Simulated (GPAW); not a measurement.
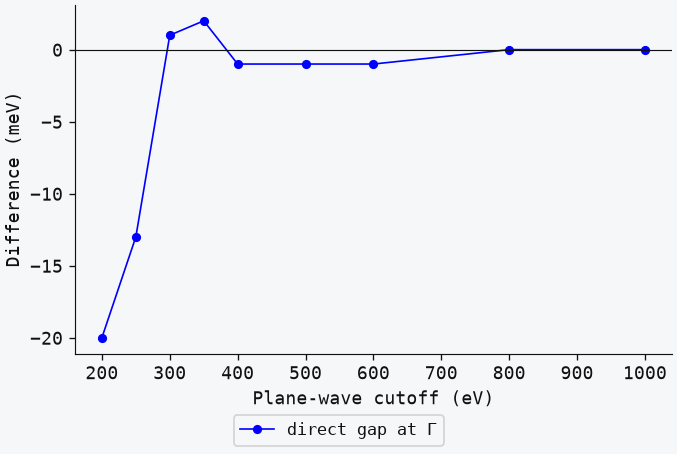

Gaps of rocksalt KBr, space group Fm-3m (No. 225), 2 atoms in the primitive cell (cubic a = 6.600 Å) as the plane-wave cutoff is raised, all else fixed. The plot shows differences from the last run. Method: RPBE, the program's PAW data sets (release 1.2.1) made for this functional, no spin polarisation, no spin-orbit coupling, 7×7×7 k mesh, Fermi-Dirac smearing of 0.05 eV (GPAW 26.7.0).

> Which plane-wave cutoff is enough for 10 meV?

The direct gap at Γ starts −20 meV from the last run and stays within 10 meV of it from 300 eV on.

| plane-wave cutoff | direct gap at Γ (eV) |
| --- | --- |
| 200 eV | 4.758 |
| 250 eV | 4.765 |
| 300 eV | 4.779 |
| 350 eV | 4.780 |
| 400 eV | 4.777 |
| 500 eV | 4.777 |
| 600 eV | 4.777 |
| 800 eV | 4.778 |
| 1000 eV | 4.778 |

Spin-orbit coupling is left out, which matters for Br. LDA, GGA and most meta-GGA functionals understate gaps.
